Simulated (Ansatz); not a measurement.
System: BN.

Input file:

```
crystal:
  lattice:
    - [0.0, 1.8083265034, 1.745825935]
    - [1.8083265034, 0.0, 1.745825935]
    - [1.8083265034, 1.8083265034, 0.0]
  atoms:
    - { symbol: B, position: [0.0, 0.0, 0.0] }
    - { symbol: "N", position: [0.5, 0.5, 0.5] }
kpoints:
  mp_grid: { grid: [8, 8, 8] }
  band_path:
    path:
      - [0.0, 0.0, 0.0]
      - [0.5, 0.0, 0.5]
      - [0.625, 0.25, 0.625]
      - [0.375, 0.375, 0.75]
      - [0.5, 0.5, 0.5]
      - [0.5, 0.25, 0.75]
      - [0.0, 0.1666666667, -0.1666666667]
    npoints: 1
hamiltonian:
  xc: hse06
scf:
  occupations: { method: fixed }
  n_extra_bands: 4
output:
  forces: true
  stress: true
  eigenvalues: true
  write_density: true
  write_potential: true
  elf: true
  volumetric_format: npy
```

Command:

```sh
ansatz run input.yaml --threads 4 --pin off --max-ram 3686MiB --backend cpu --events-out ev --progress --plain --runs-dir out
```

Below, planes, directions and counts refer to the conventional cell (a = 2.56 Å, b = 2.56 Å, c = 3.49 Å, α = 90.00°, β = 90.00°, γ = 90.00°).

Space group I4/mmm; started from the rocksalt prototype, which need not be the ambient phase; changed on purpose from its base cell (biaxial xy strain +3.6%); computed pressure about −32 GPa in this cell.

Theory: Ansatz 0.2.0, DFT, HSE06, plane waves, PAW.

What can the converged valence pseudo-density and electron localisation function tell about the bonding?

B–N (1.75 Å): ρ at the midpoint is about 0.93 e/Å³; the ELF peaks at about 0.85 between the atoms; a shared but strongly polarised pair.

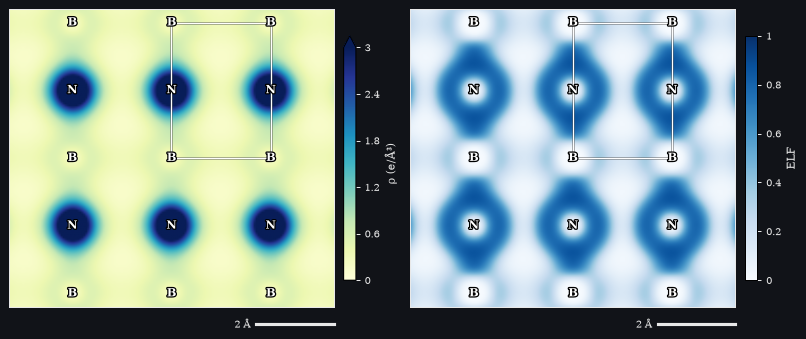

Computed valence pseudo-density and electron localisation function on the (010) plane of the conventional cell, in this order. 
